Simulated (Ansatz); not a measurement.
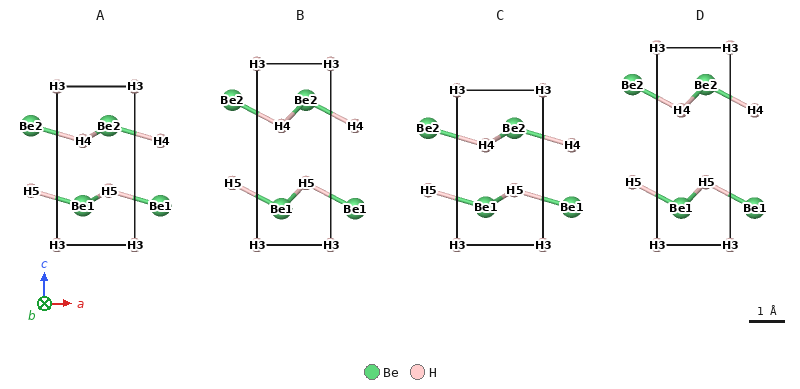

4 geometries from one relaxation of solid Be$_{2}$H$_{3}$ (built on the A-type sesquioxide_164 type) (coarse preliminary run), in shuffled order. A ball-and-stick model of the cell of the calculation, seen along the b axis.

Case: A-type sesquioxide type (P-3m1, No. 164).

Method: Ansatz, DFT PBE, scalar-relativistic, plane waves, PAW. Set-up: plane-wave cutoff 420 eV; k-point mesh 6 × 6 × 4; occupations gaussian; smearing width 0.1 eV; no spin polarisation; cell and atoms relaxed; force threshold 0.04 eV/Å; at most 70 steps.

Order the frames from highest to lowest energy.

C, A, B, D. They are steps 0, 2, 5, 12, at +0.769 eV per cell of the calculation, +0.317 eV per cell of the calculation, +55.5 meV per cell of the calculation relative to the last. After 9 accepted moves (12 points after the start) the energy has fallen by 0.769 eV per cell of the calculation. Largest force component: 0.3 eV/Å at the start, 0.022 eV/Å at the end. Pressure: −12.56 GPa at the start and −0.08 GPa at the end. The line search rejected the trial step at point 7 of the run. At 2 points the geometry stayed and the basis and grid were re-selected for the new cell (energy shift of 17.5 meV per cell of the calculation at most each time). The largest moves relative to the cell, 0.33 Å, are those of Be1 and Be2. Be1 goes along −c. Largest moves by element: Be 0.33 Å, H 0.21 Å. Cell: a = b 2.893 → 2.463 Å (−14.9 %), c 4.501 → 5.747 Å (+27.7 %). Volume −7.5 %. Near-neighbour distances that change, for instance: Be1–H5 1.742 → 1.609 Å. The space group stays P-3m1 (No. 164). Cost: 5.1 s on 1 thread of Intel(R) Xeon(R) 6975P-C (Granite Rapids), with other jobs on the host, peak memory 0.33 GiB.
